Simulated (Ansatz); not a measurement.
## Electronic structure of LiNbO3 in real space

```
Li Nb O
1.0
     5.17144    0.00000    0.00000
    -2.58572    4.47860    0.00000
     0.00000    0.00000   13.65121
Li Nb O
6 6 18
Direct
  0.66667 0.33333 0.08333
  0.33333 0.66667 0.41667
  0.00000 0.00000 0.75000
  0.00000 0.00000 0.25000
  0.66667 0.33333 0.58333
  0.33333 0.66667 0.91667
  0.00000 0.00000 0.00000
  0.66667 0.33333 0.33333
  0.33333 0.66667 0.66667
  0.33333 0.66667 0.16667
  0.00000 0.00000 0.50000
  0.66667 0.33333 0.83333
  0.37686 0.00000 0.25000
  0.04353 0.33333 0.58333
  0.71019 0.66667 0.91667
  0.62314 0.62314 0.25000
  0.28981 0.95647 0.58333
  0.95647 0.28981 0.91667
  0.28981 0.33333 0.08333
  0.95647 0.66667 0.41667
  0.62314 0.00000 0.75000
  0.66667 0.95647 0.08333
  0.33333 0.28981 0.41667
  0.00000 0.62314 0.75000
  0.04353 0.71019 0.08333
  0.71019 0.04353 0.41667
  0.37686 0.37686 0.75000
  0.00000 0.37686 0.25000
  0.66667 0.71019 0.58333
  0.33333 0.04353 0.91667
```

Space group R-3c; a structure from a database of computed crystals, not necessarily the ambient phase; started from the database structure prototype, which need not be the ambient phase.

All numbers below come from DFT, r2SCAN+rVV10, plane waves, PAW in Ansatz.

The density is the valence pseudo-density of a PAW calculation; it isn't the true density close to the nuclei.

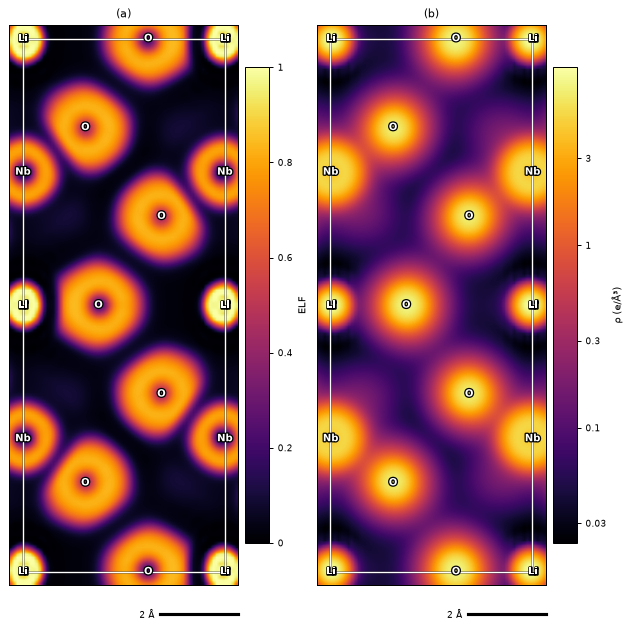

Figure 1. (a) ELF; (b) valence charge density (pseudo) on the (010) plane of the conventional cell.

### Read the bonding off the picture.

Atoms in the plane: Li, Nb and O. Li–O (1.95 Å): ρ is about 0.37 e/Å³ halfway; the ELF peaks at about 0.85 in the valence shell of O, 0.6 Å from its nucleus, and falls to about 0.05 next to Li (an ionic contact with no shared pair). Nb–O (1.98 Å): the density is about 0.9 e/Å³ at the midpoint; the ELF peaks at about 0.80 in the valence shell of O, 0.6 Å from its nucleus, and drops to about 0.25 between the two atoms; no shared electron pair shows on this line. Between the atoms the lowest density in this plane is 0.02 e/Å³. The features right at Li and Nb lie inside the PAW spheres, where the map follows smoothed inner orbitals and isn't to be read closely.

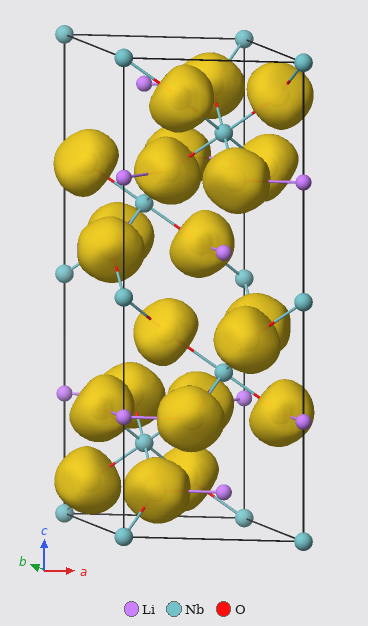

Figure 2. Isosurface of the ELF at 0.65 (yellow), seen slightly off an axis. Core shells and regions of very low density are left out. Sticks mark near contacts.

### Where are the electrons localised?

The ELF exceeds this value in 18 regions wrapped around O (the valence shell of each), counted in one cell of 30 atoms. Regions shared between cells count once.

### Metal or insulator at this level of theory?

It is gapped, with a Kohn–Sham gap of 3.0 eV on the k-point mesh, an upper bound to the gap of this method.
